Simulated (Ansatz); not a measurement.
## Geometry relaxation of Ga$_{2}$O$_{3}$ (part 3 of 3)

Ga$_{2}$O$_{3}$ (C2/m, 10 atoms in the cell); DFT PBE, scalar-relativistic, plane waves, PAW, no spin polarisation (Ansatz 0.2.0); cutoff 420 eV, 8×2×11 k-mesh, Gaussian smearing of 0.02 eV. The structure derives from a Materials Project entry. It belongs to a series of runs on one base structure; here: film's bulk on the substrate's plane, third vector and atoms relaxed.

Geometry of the input (Å; fractional positions):
```
3.2382  0.0000  0.0000
0.0000  14.4816  0.0000
-1.6191  5.5661  2.3524
Ga 0.0273  0.3142  0.0546
Ga 0.9727  0.6858  0.9454
Ga 0.1153  0.7947  0.2307
Ga 0.8847  0.2053  0.7693
O  0.2473  0.2567  0.4946
O  0.7527  0.7433  0.5054
O  0.2620  0.5643  0.5239
O  0.7380  0.4357  0.4761
O  0.2727  0.8908  0.5454
O  0.7273  0.1092  0.4546
```

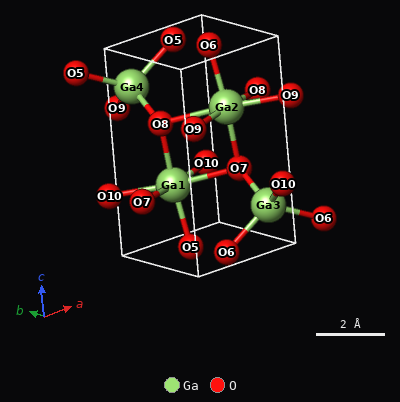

*The geometry at step 9 of the log (ball-and-stick view of the reduced cell, seen slightly off an axis; bonded neighbours outside the cell are drawn too; atoms are numbered from 1 in the order of the input).*

### Trajectory as extended XYZ, continued
```
10
Lattice="3.2382 0.0000 0.0000 0.0000 14.4798 -0.2285 -1.6191 5.5283 2.2783" Properties=species:S:1:pos:R:3:forces:R:3 step=8 energy=-18539.91375 pressure_GPa=-2.10
Ga    0.0000    4.8334    0.0613    0.0000   0.0007   0.0004
Ga    1.6191   15.1746    1.9885    0.0000  -0.0007  -0.0004
Ga    0.0000   12.8088    0.3301    0.0000   0.0002   0.0013
Ga    1.6191    7.1992    1.7198    0.0000  -0.0002  -0.0013
O     0.0000    6.4678    1.0943    0.0000   0.0007   0.0017
O     1.6191   13.5402    0.9556    0.0000  -0.0007  -0.0017
O     0.0000   11.0767    1.0706    0.0000   0.0005  -0.0010
O     1.6191    8.9313    0.9792    0.0000  -0.0005   0.0010
O     0.0000   15.8936    1.0509    0.0000   0.0002  -0.0004
O     1.6191    4.1144    0.9990    0.0000  -0.0002   0.0004
10
Lattice="3.2382 0.0000 0.0000 0.0000 14.4798 -0.2285 -1.6191 5.5283 2.2783" Properties=species:S:1:pos:R:3:forces:R:3 step=9 energy=-18539.91386 pressure_GPa=-2.10
Ga    0.0000    4.8334    0.0613    0.0000   0.0007   0.0004
Ga    1.6191   15.1746    1.9885    0.0000  -0.0007  -0.0004
Ga    0.0000   12.8088    0.3301    0.0000   0.0002   0.0013
Ga    1.6191    7.1992    1.7198    0.0000  -0.0002  -0.0013
O     0.0000    6.4678    1.0943    0.0000   0.0007   0.0016
O     1.6191   13.5402    0.9556    0.0000  -0.0007  -0.0016
O     0.0000   11.0767    1.0706    0.0000   0.0005  -0.0010
O     1.6191    8.9313    0.9792    0.0000  -0.0005   0.0010
O     0.0000   15.8936    1.0509    0.0000   0.0002  -0.0004
O     1.6191    4.1144    0.9990    0.0000  -0.0002   0.0004
```

### Key numbers

| quantity | value |
| --- | --- |
| outcome | converged |
| space group (tolerance 0.01 Å) | C2/m (12) |
| electrons treated | 88 |
| free energy | −18539.9139 eV |
| Fermi energy | 8.393 eV |
| gap on the k-point mesh | 1.86 eV |
| pressure | −2.10 GPa |
| final volume | 110.92 Å³ |
| largest force (length of the vector) at the end | 0.002 eV/Å |
| final cell | a = 3.238 Å, b = 14.482 Å, c = 6.195 Å, α = 27.56°, β = 105.15°, γ = 90.00° |
| hardware | 8 threads of AMD EPYC (Zen 5), 176 GiB of memory available, shared host |
| wall time | 18 s (CPU time 2.1 min) |
| peak memory | 0.9 GiB |

The program warns: the k-point mesh lowers the symmetry that the run can use.
